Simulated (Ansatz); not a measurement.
# Single-point calculation, with input and output: Mo3Si

- system: Mo3Si (4 atoms in the cell)
- method: DFT PBE, scalar-relativistic, plane waves, PAW, no spin polarisation (Ansatz 0.2.0)

The structure was made by swapping elements on the sites of another compound; it need not be a known phase. It belongs to a series of runs on one base structure; here: Cu3Au (L1_2) type (Pm-3m, No. 221). Figures and captions count atoms from 1; the log counts them from 0 in places.

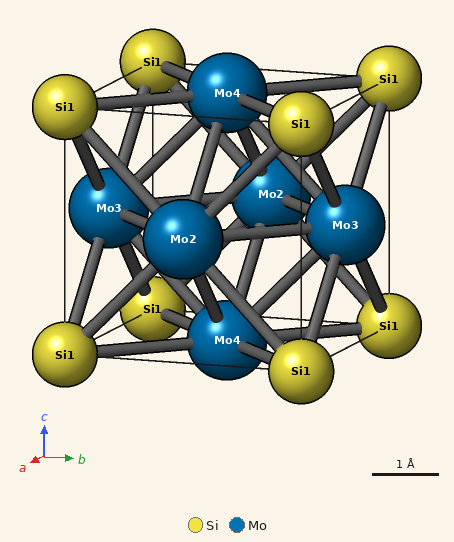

Fig. 1: The input geometry (ball-and-stick view of the cell of the calculation, seen slightly off an axis; atoms are numbered from 1 in the order of the input). Near neighbours in the crystal (not all of them lie inside the picture): Si has 12 Mo at 2.73 Å; Mo has 8 Mo at 2.73 Å and 4 Si at 2.73 Å.

## Input
```yaml
crystal:
  lattice:
    - [3.8674625842, 0.0, 0.0]
    - [0.0, 3.8674625842, 0.0]
    - [0.0, 0.0, 3.8674625842]
  atoms:
    - { symbol: Si, position: [0.0, 0.0, 0.0] }
    - { symbol: Mo, position: [0.0, 0.5, 0.5] }
    - { symbol: Mo, position: [0.5, 0.0, 0.5] }
    - { symbol: Mo, position: [0.5, 0.5, 0.0] }
basis:
  ecutwfc: 420
kpoints:
  mp_grid: { grid: [6, 6, 6] }
hamiltonian:
  xc: pbe
scf:
  occupations: { method: gaussian, width: 0.1 }
  lower_state_search: "off"
output:
  forces: true
  stress: true
  eigenvalues: true
```

Hardware: 1 thread of Intel Xeon (Granite Rapids), 176 GiB of memory available, shared host.

Run as:
```bash
ansatz run input.yaml --threads 1 --pin off --max-ram 2560MiB --backend cpu --events-out ev --progress --plain --runs-dir out
```

## Output
```
Engine: ansatz 0.2.0, x86_64-unknown-linux-gnu
Pseudopotentials: kind: paw
Pseudopotential: Si, paw, valence charge 4, recommended cutoff 420 eV (normal), Si.paw.azcp
Pseudopotential: Mo, paw, valence charge 14, recommended cutoff 420 eV (normal), Mo.paw.azcp
Functional definition: PBE
  parameter kappa = 0.804
  parameter beta = 0.06672455060314922
  exchange = pbe_x(kappa = kappa, mu = beta*pi^2/3)
  correlation = pbe_c(beta = beta)
Crystal: 4 atoms, lattice volume = 57.847 Å³
Basis set: ecut = 420 eV, 1141 PW (Γ), exchange–correlation on 54×54×54 points (8 copies of the dense FFT grid, shifted against one another)
Bands: 28, of which v1, the nominal top of the filled ones, is band 23 counted from 1 (22 counted from 0)
Symmetry: 48 space group operations
Space group: Pm-3m (ITA 221), of the structure as read, at distance tolerance 3.9e-5 Å
k-points: 20 of 216
Non-local potential: Si, projectors of the file, l = 0: 2, l = 1: 2, l = 2: 2
Non-local potential: Mo, projectors of the file, l = 0: 3, l = 1: 2, l = 2: 2, l = 3: 1
PAW form: soft (Blöchl's): semilocal exchange-correlation on the pseudo side does not see the compensation charge
PAW one-centre angular grid: Si, 110 points (default); XC on 64 Gauss nodes
PAW one-centre angular grid: Mo, 590 points (default); XC on 64 Gauss nodes
Initial density: superposition of atomic densities (neutral atoms: chi_scale 0, normalization atom), corrected by the library's trained network
Initial wavefunctions: pseudopotential atomic-orbital guess
Functional: x = pbe(κ = 0.804, μ = 0.2195149727645171), c = pbe(β = 0.06672455060314922)
SCF iter   1: F=—  HF=-15503.684473 eV  |F-HF|=—  |Δ(HF+E_count)|=         —  Δρ=3.13e-3  dr2=7.06e-3  ethr=1.77e-3  ⟨swp⟩=5.1  Hψ=2249  notcnv=0
preconditioner: auto → Kerker (q_TF=auto, 2.626 Å⁻¹)  [metal: Δε(μ)=0.046 eV  Ē_g=4.816 eV  σ=0.100 eV  W_gap=0.25  n_scr=18 (ndim 8)  ℏωp=22.9 eV  f_vac=0.000  D(μ)=3.29/eV (n_scr^D=26)]
SCF iter   2: F=—  HF=-15503.683713 eV  |F-HF|=—  |Δ(HF+E_count)|=   7.60e-4  Δρ=1.82e-3  dr2=2.81e-3  ethr=1.54e-5  ⟨swp⟩=1.5  Hψ=755  notcnv=0
SCF iter   3: F=—  HF=-15503.683048 eV  |F-HF|=—  |Δ(HF+E_count)|=   6.66e-4  Δρ=2.89e-4  dr2=3.88e-5  ethr=6.10e-6  ⟨swp⟩=2.0  Hψ=767  notcnv=0
SCF iter   4: F=—  HF=-15503.683014 eV  |F-HF|=—  |Δ(HF+E_count)|=   3.31e-5  Δρ=6.28e-5  dr2=2.20e-6  ethr=8.44e-8  ⟨swp⟩=2.5  Hψ=900  notcnv=0
iter 5 did not close the SCF: its close was put off for the readings that it lacked (scf_convergence_deferred on its scf_iter line)
SCF iter   5: F=-15503.683014 eV  HF=-15503.683014 eV  |F-HF|=2.22e-9  |Δ(HF+E_count)|=   3.26e-7  Δρ=1.17e-5  dr2=4.50e-8  ethr=4.79e-9  ⟨swp⟩=2.1  Hψ=730  notcnv=0
SCF iter   6: F=-15503.683014 eV  HF=-15503.683014 eV  |F-HF|=2.24e-10  |Δ(HF+E_count)|=   7.60e-9  Δρ=1.40e-6  dr2=8.53e-10  ethr=9.79e-11  ⟨swp⟩=2.8  Hψ=1833  notcnv=0
SCF 1 converged in 6 iterations: F = -15503.683014 eV  dr2 = 8.53e-10
  greatest PAW one-centre occupation: 0.998 electrons in one spin orbital (limit 2), on the Mo atom at site 3 (counted from 0), in its partial waves of l = 0
SCF converged after 6 iterations
Free energy (F): -15503.683014 eV
Harris-Foulkes:  -15503.683014 eV  (|F-HF|=2.24e-10)
Internal energy: -15503.667149 eV  (E = F + TS)
E sigma→0 (E₀):  -15503.675082 eV
Entropy (-TS):   -0.015865 eV (-3.966 meV/atom)
Fermi energy:    20.156775 eV
--- Per-component energies (eV) ---
  E_band       = -156.283914
  E_kinetic    = 1375.466730
  E_local      = -2742.407223  (includes V_loc(G=0)·N_el)
  E_nonlocal   = 455.660340
  E_hartree    = 965.120896
  E_xc         = -609.537640
  E_vxc        = -739.126596  (∫ρ·V_xc dr)
  E_paw        = -10117.945199  (= ΣΔE_a)
  E_vpaw       = -436.119204  (= ΣTr[D̂ρ^β])
  E_aug_tail   = 0.000156  (compensation charges beyond the density's cutoff)
  E_ewald      = -4830.025209
  E_smearing   = -0.015865  (= −TS)
  E_closure    = -0.000000  (closes the sum)
  Σ components = -15503.683014   (vs F -15503.683014, Δ=0.00e0)
--- Forces (eV/Å), atoms counted from 1 ---
  atom   1  Si    -0.00000000     0.00000000     0.00000000
  atom   2  Mo     0.00000000     0.00000000    -0.00000000
  atom   3  Mo    -0.00000000    -0.00000000    -0.00000000
  atom   4  Mo     0.00000000     0.00000000     0.00000000
  max |Σ_I F_I| component: 3.67e-29 eV/Å
--- Stress (GPa, compression-positive) ---
        9.459527       0.000000       0.000000
        0.000000       9.459527       0.000000
        0.000000       0.000000       9.459527
  P = ⅓ Tr σ = 9.4595 GPa (94.595 kbar)
--- Band table (eV; the first three rows and the last of 20) ---
  k-point 0: bands = ["-41.1510", "-40.8147", "-40.8147", "-15.7061", "-15.7061", "-15.7061", "-14.9716", "-14.9716", "-14.9716", "-14.5199", "-14.5199", "-14.5199", "9.1527", "13.6779", "15.3654", "15.3654", "15.5795", "15.5795", "15.5795", "19.2466", "19.2466", "19.2466", "20.1812", "20.1812", "20.1812", "22.5670", "22.5670", "24.0389"]
  k-point 1: bands = ["-41.1313", "-40.8348", "-40.8144", "-15.6622", "-15.6622", "-15.6392", "-14.9889", "-14.9889", "-14.9798", "-14.6103", "-14.5522", "-14.5522", "9.4615", "14.0043", "15.0798", "15.6822", "15.6822", "15.7242", "15.7368", "18.6058", "18.6058", "18.8858", "19.8572", "21.1972", "21.1972", "22.0863", "22.5823", "23.5056"]
  k-point 2: bands = ["-41.0804", "-40.8863", "-40.8138", "-15.5548", "-15.5548", "-15.4513", "-15.0447", "-15.0447", "-14.9962", "-14.8450", "-14.6151", "-14.6151", "10.2710", "14.0382", "14.8912", "15.8115", "15.8115", "16.0823", "16.6996", "18.4324", "18.4324", "18.8197", "19.1680", "20.8758", "21.2562", "21.2562", "21.9715", "22.8244"]
  k-point 19: bands = ["-40.9243", "-40.9243", "-40.9243", "-16.0873", "-15.6343", "-15.6343", "-15.6343", "-14.5721", "-14.5721", "-14.5721", "-14.5347", "-14.5347", "10.3990", "15.3794", "15.3794", "15.3794", "17.2892", "17.2892", "17.2892", "18.4524", "18.4524", "18.4524", "19.9972", "19.9972", "19.9972", "21.0966", "21.0966", "21.6467"]
```

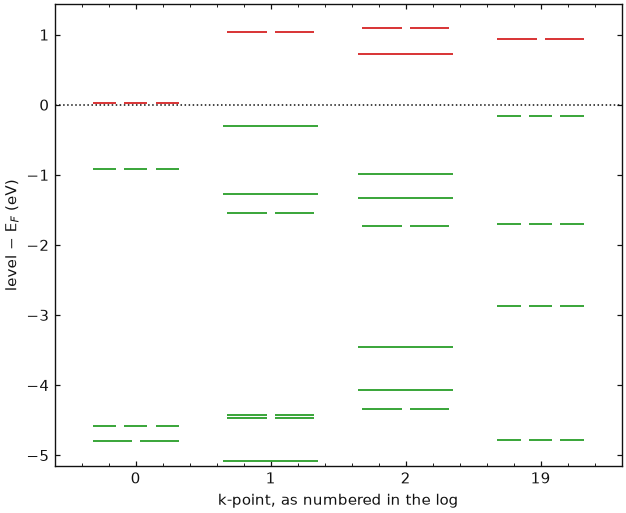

Fig. 2: Kohn–Sham levels near the Fermi level (dotted) at the few k-points that the log prints; levels within 0.02 eV of each other stand side by side. The system is metallic on the full mesh.

## Summary

| quantity | value |
| --- | --- |
| outcome | converged |
| space group (tolerance 0.01 Å) | Pm-3m (221) |
| electrons treated | 46 |
| free energy | −15503.6830 eV |
| Fermi energy | 20.157 eV |
| gap on the k-point mesh | none (metallic) |
| pressure | 9.46 GPa |
| largest force (length of the vector) | under 0.001 eV/Å |
| wall time | 1 s |
| peak memory | 0.34 GiB |

## Notes

The cell is under a pressure of 9.5 GPa at this level, so it is not at its equilibrium volume.
